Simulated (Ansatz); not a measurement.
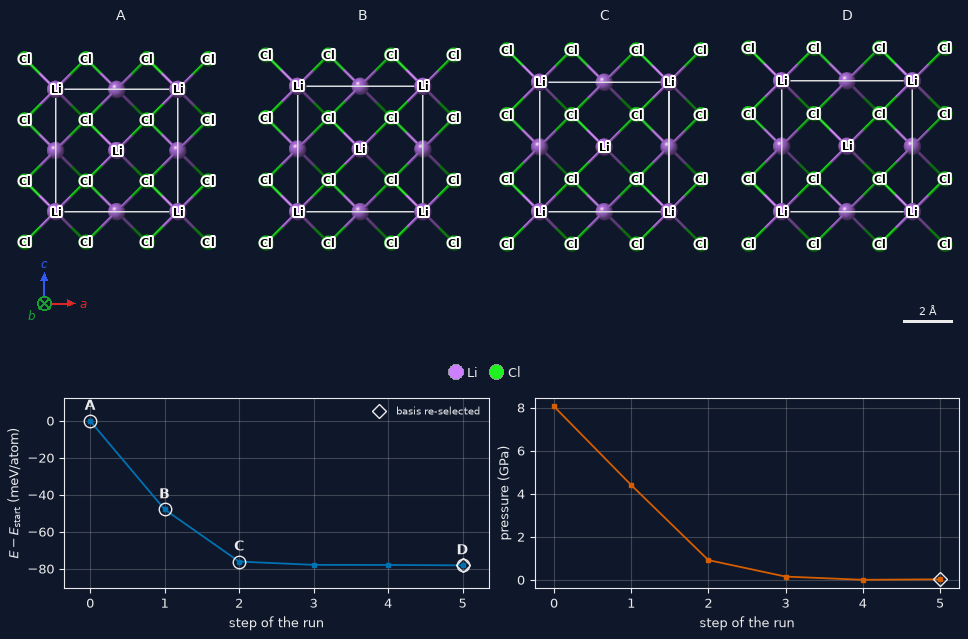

Frames of a relaxation of crystalline LiCl (built on the BP-216 type type), marked on the history of the run. Style: ball-and-stick. Shown: the conventional cell (4 times the calculation's cell), along the b axis. Lengths and directions refer to the drawn axes.

The calculation used DFT, PBEsol, plane waves, PAW in Ansatz 0.2.0. Set-up: plane-wave cutoff 420 eV; k-point mesh 8 × 8 × 8; occupations fermi dirac; smearing width 0.03 eV; no spin polarisation; cell and atoms relaxed; force threshold 0.01 eV/Å; at most 120 steps.

### Describe the path.

The atoms keep their places relative to the cell (all moves are under 0.005 Å). The volume changes by +22.5 %, with a = b = c 5.084 → 5.439 Å (+7.0 %). Some distances before and after: Cl–Li 2.202 → 2.355 Å. The space group stays F-43m (No. 216). Over 4 accepted moves (5 points after the start) the energy falls by 78.1 meV per atom. All forces vanish by symmetry, so only the cell relaxes. The pressure goes from 8.06 to 0.03 GPa. The SCF was repeated once at an unchanged geometry on a basis and grid sized afresh for the cell, which shifted the energy by 0.2 meV per atom at most. The run took 2.1 s on 2 threads of AMD EPYC 7R13 Processor (Zen 3), with other jobs on the host, peak memory 0.52 GiB. From step 0 to 1: volume +7.6 %, energy −47.9 meV per atom. From step 1 to 2: volume +10.1 %, energy −28.2 meV per atom. From step 2 to 5: volume +3.3 %, energy −2.0 meV per atom.

```json
{"step": "0", "E − E(0), meV/atom": "0.00", "pressure, GPa": "8.06", "volume, Å³/atom": "16.428", "note": ""}
{"step": "1", "E − E(0), meV/atom": "-47.86", "pressure, GPa": "4.41", "volume, Å³/atom": "17.680", "note": ""}
{"step": "2", "E − E(0), meV/atom": "-76.08", "pressure, GPa": "0.92", "volume, Å³/atom": "19.469", "note": ""}
{"step": "3", "E − E(0), meV/atom": "-77.84", "pressure, GPa": "0.16", "volume, Å³/atom": "20.003", "note": ""}
{"step": "4", "E − E(0), meV/atom": "-77.90", "pressure, GPa": "0.01", "volume, Å³/atom": "20.117", "note": ""}
{"step": "5", "E − E(0), meV/atom": "-78.11", "pressure, GPa": "0.03", "volume, Å³/atom": "20.117", "note": "same geometry, new basis"}
```
